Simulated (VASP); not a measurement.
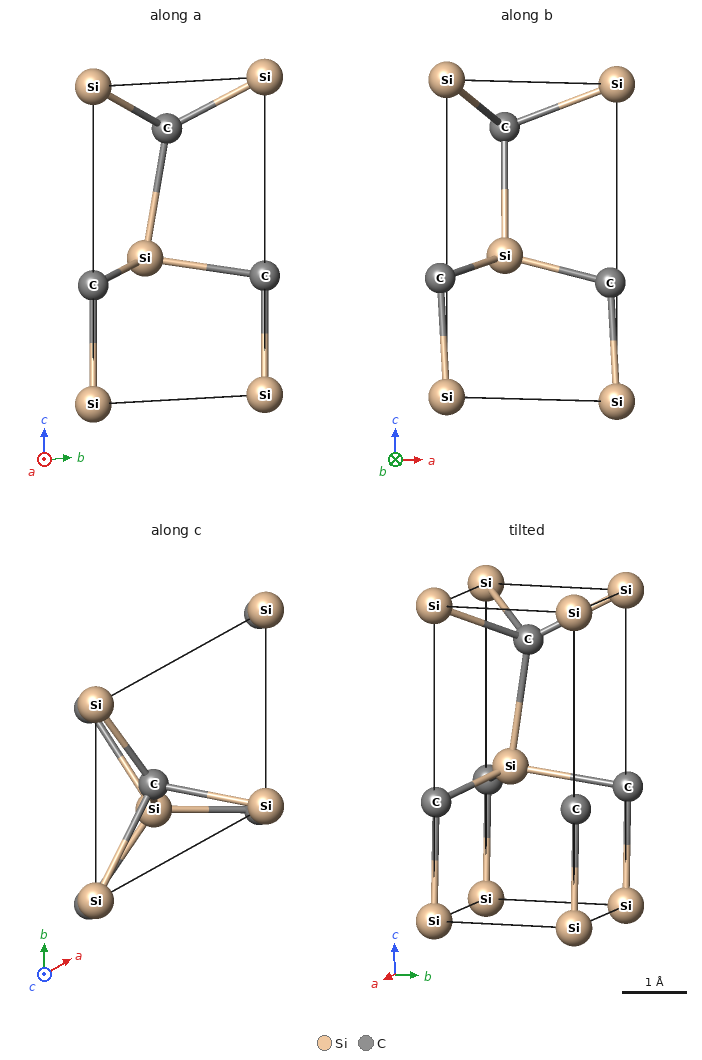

The figure gives a ball-and-stick picture of the atoms, viewed along the a axis, along the b axis, along the c axis and slightly off an axis. The frame is the unit cell; atoms at its boundary are shown with their periodic copies.

Lattice parameters: a = 3.0469 Å, b = 3.0755 Å, c = 4.9727 Å, α = 87.179°, β = 89.976°, γ = 60.977°.

### Transcribe the picture into a CIF in P1 with every atom of the cell, with free fractional coordinates to two decimals.

```cif
data_structure
_symmetry_space_group_name_H-M 'P 1'
_symmetry_Int_Tables_number 1
_cell_length_a 3.0469
_cell_length_b 3.0755
_cell_length_c 4.9727
_cell_angle_alpha 87.179
_cell_angle_beta 89.976
_cell_angle_gamma 60.977
_cell_volume 40.68
loop_
_atom_site_label
_atom_site_type_symbol
_atom_site_fract_x
_atom_site_fract_y
_atom_site_fract_z
_atom_site_occupancy
Si1 Si 0.00 0.00 0.00 1
Si2 Si 0.34 0.30 0.45 1
C1 C 0.96 0.00 0.37 1
C2 C 0.34 0.43 0.86 1
```

Its origin is a structure type filled with these elements by a generator (whether the compound takes this form wasn't checked). Earlier steps of the study may have refined or changed the cell and positions. VASP was used for an electronic-structure calculation on it.

At this level of theory the cell isn't at rest (compressed, at 12 GPa and forces up to 4.6 eV/Å), so its distances can differ from those at equilibrium, the more so the softer the solid.
